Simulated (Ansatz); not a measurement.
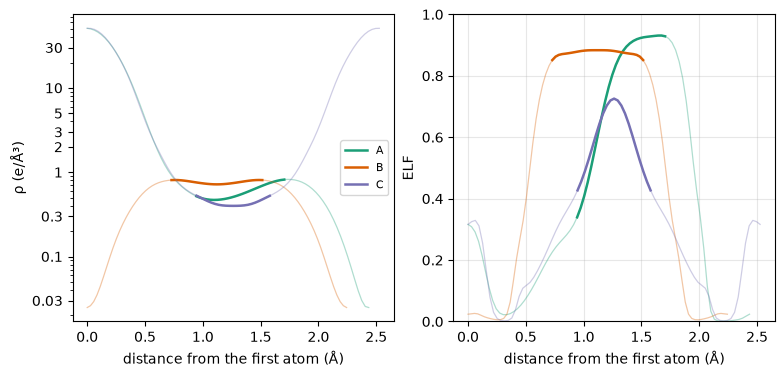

*GaP. Valence charge density (pseudo) and electron localisation function along straight lines between neighbouring atoms. Thin, pale parts lie inside the atomic spheres.*

Space group R-3m; a structure from a database of computed crystals, not necessarily the ambient phase; computed pressure about −3 GPa in this cell.

All numbers below come from Kohn-Sham DFT of a periodic cell, PBE, Ansatz PAW (Ansatz).

Core electrons are frozen (PAW), and the valence fields are smoothed inside the atomic spheres.

**Which curve belongs to which contact (Ga–Ga, Ga–P and P–P)? The first atom named is at distance zero.**

Curve A: Ga–P (2.43 Å): ρ at the midpoint is about 0.49 e/Å³; the ELF peaks at about 0.95 in the valence shell of P, 0.8 Å from its nucleus, and is about 0.75 at the midpoint. Curve B: P–P (2.24 Å): ρ at the midpoint is about 0.72 e/Å³; the ELF peaks at about 0.90 between the atoms; a covalent bond. Curve C: Ga–Ga (2.53 Å): ρ at the midpoint is about 0.4 e/Å³; the ELF peaks at about 0.75 between the atoms.
